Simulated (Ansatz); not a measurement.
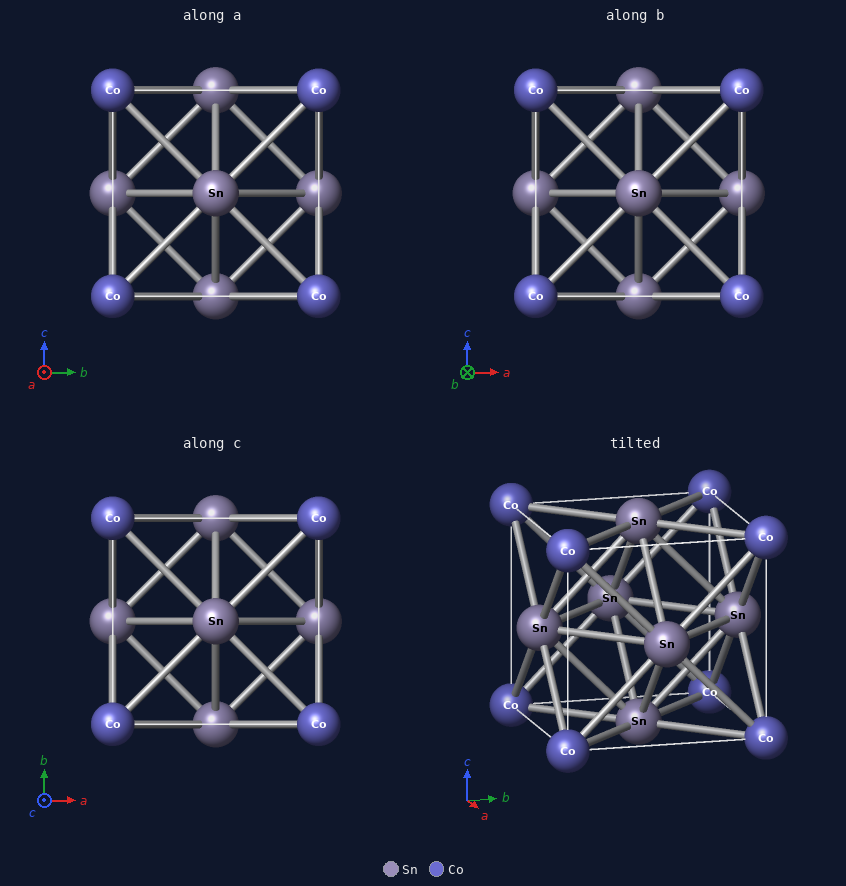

This ball-and-stick model is shown along the a axis, along the b axis, along the c axis and slightly off an axis. The conventional unit cell is outlined; an atom on or near a face, edge or corner is repeated at each equivalent position.

Lattice parameters: a = 4.3977 Å, b = 4.3977 Å, c = 4.3977 Å, α = 90.000°, β = 90.000°, γ = 90.000°.

Give the atomic positions as a CIF in P1 with every atom of the cell.

Answer.
```cif
data_structure
_symmetry_space_group_name_H-M 'P 1'
_symmetry_Int_Tables_number 1
_cell_length_a 4.3977
_cell_length_b 4.3977
_cell_length_c 4.3977
_cell_angle_alpha 90.000
_cell_angle_beta 90.000
_cell_angle_gamma 90.000
_cell_volume 85.05
loop_
_atom_site_label
_atom_site_type_symbol
_atom_site_fract_x
_atom_site_fract_y
_atom_site_fract_z
_atom_site_occupancy
Sn1 Sn 0.0000 0.5000 0.5000 1
Sn2 Sn 0.5000 0.0000 0.5000 1
Sn3 Sn 0.5000 0.5000 0.0000 1
Co1 Co 0.0000 0.0000 0.0000 1
```

Its origin is a structure type filled with these elements by a generator (whether the compound takes this form wasn't checked). Earlier steps of the study may have refined or changed the cell and positions. Ansatz was used for an electronic-structure calculation on it.
